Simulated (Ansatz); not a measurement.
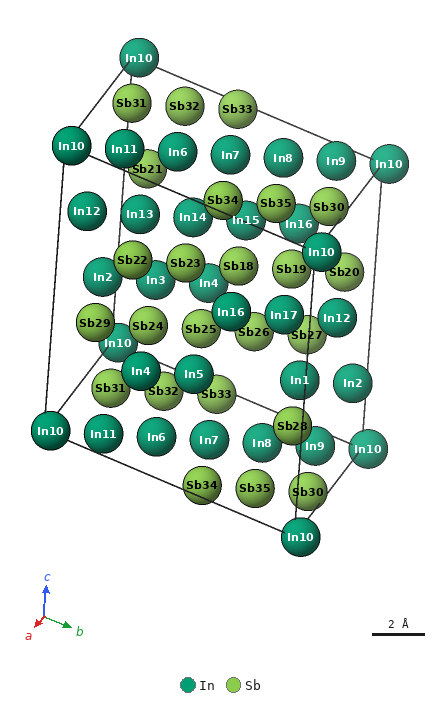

Fig. 1: The starting structure (spheres-only view of the cell of the calculation, seen slightly off an axis; atoms are numbered from 1 in the order of the input).

# Geometry relaxation, with input and output: In$_{17}$Sb$_{18}$

In$_{17}$Sb$_{18}$ (defect cell, 35 atoms in the cell), set up with DFT PBE, scalar-relativistic, plane waves, PAW (Ansatz 0.2.0).

The structure derives from a Materials Project entry. It belongs to a series of runs on one base structure; here: In vacancy, atoms relaxed.

**The input**
```yaml
crystal:
  lattice:
    - [0.0, -6.2338261601, -9.2722466562]
    - [0.0, -6.2338261601, 9.2722466562]
    - [-9.273073548, 6.2338261601, 0.0]
  atoms:
    - { symbol: In, position: [0.4792381607, 0.8540951726, 0.3333333333] }
    - { symbol: In, position: [0.3125714941, 0.0207618393, 0.3333333333] }
    - { symbol: In, position: [0.1459048274, 0.1874285059, 0.3333333333] }
    - { symbol: In, position: [0.9792381607, 0.3540951726, 0.3333333333] }
    - { symbol: In, position: [0.8125714941, 0.5207618393, 0.3333333333] }
    - { symbol: In, position: [0.6459048274, 0.3540951726, 0.0] }
    - { symbol: In, position: [0.4792381607, 0.5207618393, 0.0] }
    - { symbol: In, position: [0.3125714941, 0.6874285059, 0.0] }
    - { symbol: In, position: [0.1459048274, 0.8540951726, 0.0] }
    - { symbol: In, position: [0.9792381607, 0.0207618393, 0.0] }
    - { symbol: In, position: [0.8125714941, 0.1874285059, 0.0] }
    - { symbol: In, position: [0.6459048274, 0.0207618393, 0.6666666667] }
    - { symbol: In, position: [0.4792381607, 0.1874285059, 0.6666666667] }
    - { symbol: In, position: [0.3125714941, 0.3540951726, 0.6666666667] }
    - { symbol: In, position: [0.1459048274, 0.5207618393, 0.6666666667] }
    - { symbol: In, position: [0.9792381607, 0.6874285059, 0.6666666667] }
    - { symbol: In, position: [0.8125714941, 0.8540951726, 0.6666666667] }
    - { symbol: Sb, position: [0.5624285059, 0.6042381607, 0.6666666667] }
    - { symbol: Sb, position: [0.3957618393, 0.7709048274, 0.6666666667] }
    - { symbol: Sb, position: [0.2290951726, 0.9375714941, 0.6666666667] }
    - { symbol: Sb, position: [0.0624285059, 0.1042381607, 0.6666666667] }
    - { symbol: Sb, position: [0.8957618393, 0.2709048274, 0.6666666667] }
    - { symbol: Sb, position: [0.7290951726, 0.4375714941, 0.6666666667] }
    - { symbol: Sb, position: [0.5624285059, 0.2709048274, 0.3333333333] }
    - { symbol: Sb, position: [0.3957618393, 0.4375714941, 0.3333333333] }
    - { symbol: Sb, position: [0.2290951726, 0.6042381607, 0.3333333333] }
    - { symbol: Sb, position: [0.0624285059, 0.7709048274, 0.3333333333] }
    - { symbol: Sb, position: [0.8957618393, 0.9375714941, 0.3333333333] }
    - { symbol: Sb, position: [0.7290951726, 0.1042381607, 0.3333333333] }
    - { symbol: Sb, position: [0.5624285059, 0.9375714941, 1.0] }
    - { symbol: Sb, position: [0.3957618393, 0.1042381607, 1.0] }
    - { symbol: Sb, position: [0.2290951726, 0.2709048274, 1.0] }
    - { symbol: Sb, position: [0.0624285059, 0.4375714941, 1.0] }
    - { symbol: Sb, position: [0.8957618393, 0.6042381607, 1.0] }
    - { symbol: Sb, position: [0.7290951726, 0.7709048274, 1.0] }
basis:
  ecutwfc: 420
kpoints:
  mp_grid: { grid: [4, 4, 4] }
hamiltonian:
  xc: pbe
scf:
  occupations: { method: gaussian, width: 0.1 }
output:
  forces: true
  stress: true
  eigenvalues: true
relax:
  adjacent_minimum: "off"
  f_tol: 0.02
  max_steps: 50
```

Run on 4 threads of Intel Xeon @ 2.30GHz, 28 GiB of memory available, shared host.

Launched with:
```bash
ansatz run input.yaml --threads 4 --pin off --max-ram 2560MiB --backend cpu --events-out ev --progress --plain --runs-dir out
```

**Output**
```
Warning: output.stress: scf.convergence.dr2_threshold = 1e-7 eV (the SCF's general default) is looser than the 3.5e-9 eV advised for a printed stress (1e-10 eV for each atom of the cell: 35). What an SCF threshold leaves in a stress goes as its square root, and in the free energy as the threshold itself, and one threshold admits the most on a small cell: of the crystals measured, under no hybrid functional and no lock of the moments, on runs that ended without the residual-converged pass, on stresses that held no estimate of that error, the worst erred by over 100 MPa in a component at 1e-7 eV an atom and by under 5 at 1e-10. Every solve of this run answers to scf.convergence.dr2_threshold, and the tensor of one is reported: a single SCF on the reported geometry and on this run's grids (its basis.xc_grid and basis.ecutrho_ratio typed), with scf.convergence.dr2_threshold at 3.5e-9 eV or tighter, prints it and tightens no other solve. Else set scf.convergence.dr2_threshold to 3.5e-9 eV or tighter. The threshold is an SCF's pass mark: one that does not reach it within its budget of iterations ends unconverged, or closes short of it on a stop that the run arms, and scf.convergence.dr2_threshold's page says what that costs each kind of run
Error: checkpoint.write: ck already holds an earlier run's record — point checkpoint.write elsewhere, resume that run or, if it is complete, take its recorded result, or move the directory away; unasked, a fresh run replaces only a completed run, and never one that it reads
`ansatz run` on that run's directory resumes the run, reports it if it is complete, or says why it cannot. `--resume` on an input does so where the record shows the same inputs, and else moves that run aside where it may
```

**What the run reported**

- outcome: refused by the program

The program refused the input: “checkpoint.write: ck already holds an earlier run's record — point checkpoint.write elsewhere, resume that run or, if it is complete, take its recorded result, or move the directory away; unasked, a fresh run replaces only a completed run, and never one that it reads `ansatz run` on that run's directory resumes the run, reports it if it is complete, or says why it cannot …”
